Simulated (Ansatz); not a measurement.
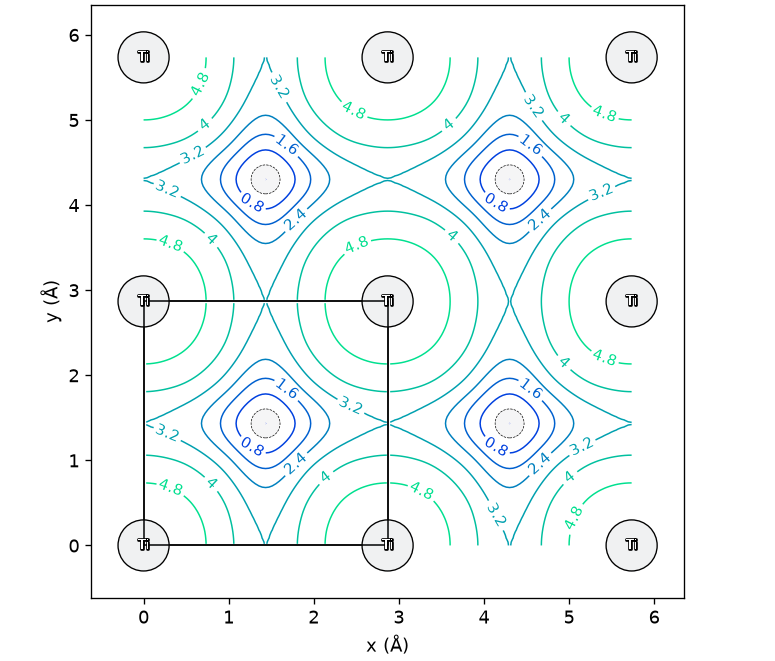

Energy landscape of C on a Ti(100) slab cut from the Fm-3m phase, its upper half relaxed before the scan (12 atoms of substrate and one adsorbate in a 2 × 2 cell). 
- C is moved over the surface cell; relaxed at each place: the height of the adsorbate's atoms; substrate rigid; the origin of the map has the adsorbate above Ti9.
- Places are given modulo a cell vector. The map is drawn in real space over the plane of the surface.
- The scan uses a 6 × 6 grid; 10 points were computed and 26 follow by symmetry.
- Places are given in fractions of the 1 × 1 surface cell.
- All energies are given in eV relative to the lowest grid point.
- The calculation used Ansatz 0.2.0, DFT PBEsol, scalar-relativistic, plane waves, PAW. Settings: cutoff 420 eV, k-mesh 5×5×1, gaussian smearing 0.1 eV, no spin polarisation.

Drawn: contour lines labelled in eV, labelled circles for the atoms of the top layer and small ones for the second layer, the outline of one cell of the 2 × 2 shown. Between grid points the surface is interpolated. 

What does the map say about the system?

The lowest grid point is at a fourfold hollow over a second-layer Ti atom, (3/6, 3/6) of the cell vectors. It is the only kind of minimum in the scanned range. The highest grid point, the top site over a surface Ti atom, (0/6, 0/6) of the cell vectors, lies 5.40 eV above the lowest. On the interpolated surface the easiest way out of the lowest well to its copy in the next cell or period passes a barrier of about 3.2 eV. At the lowest point the adsorbate has 4 Ti at 2.05 Å as nearest neighbours, at the highest 1 Ti at 1.81 Å. Its relaxed height above the top atom is 0.33 Å at the lowest and 1.81 Å at the highest point.

The input of one point:

```yaml
crystal:
  lattice:
    - [5.7352564297, 0.0, 0.0]
    - [0.0, 5.7352564297, 0.0]
    - [0.0, 0.0, 19.2700584075]
  atoms:
    - { symbol: Ti, position: [0.25, 0.25, 0.2075759147] }
    - { symbol: Ti, position: [0.25, 0.75, 0.2075759147] }
    - { symbol: Ti, position: [0.75, 0.25, 0.2075759147] }
    - { symbol: Ti, position: [0.75, 0.75, 0.2075759147] }
    - { symbol: Ti, position: [0.0, 0.0, 0.3052972905] }
    - { symbol: Ti, position: [0.0, 0.5, 0.3052972905] }
    - { symbol: Ti, position: [0.5, 0.0, 0.3052972905] }
    - { symbol: Ti, position: [0.5, 0.5, 0.3052972905] }
    - { symbol: Ti, position: [0.25, 0.25, 0.4032192453] }
    - { symbol: Ti, position: [0.25, 0.75, 0.4032192453] }
    - { symbol: Ti, position: [0.75, 0.25, 0.4032192453] }
    - { symbol: Ti, position: [0.75, 0.75, 0.4032192453] }
    - { symbol: C, position: [0.5, 0.5, 0.4405829099] }
basis:
  ecutwfc: 420
kpoints:
  mp_grid: { grid: [5, 5, 1] }
hamiltonian:
  xc: pbesol
  pseudopotentials: { kind: paw, azcp: { folder: soft_1 } }
scf:
  occupations: { method: gaussian, width: 0.1 }
output:
  forces: true
  eigenvalues: true
relax:
  adjacent_minimum: "off"
  f_tol: 0.025
  max_steps: 16
  constraints:
    - { sites: [0, 1, 2, 3, 4, 5, 6, 7, 8, 9, 10, 11] }
    - { sites: [12], fix: xy }
efield:
  axis: 3
  dipole_correction: true
  ramp_width: 0.04
```

The whole map (10 points run) took 31 min on 2 threads of Arm Neoverse V1, with other jobs on the host.
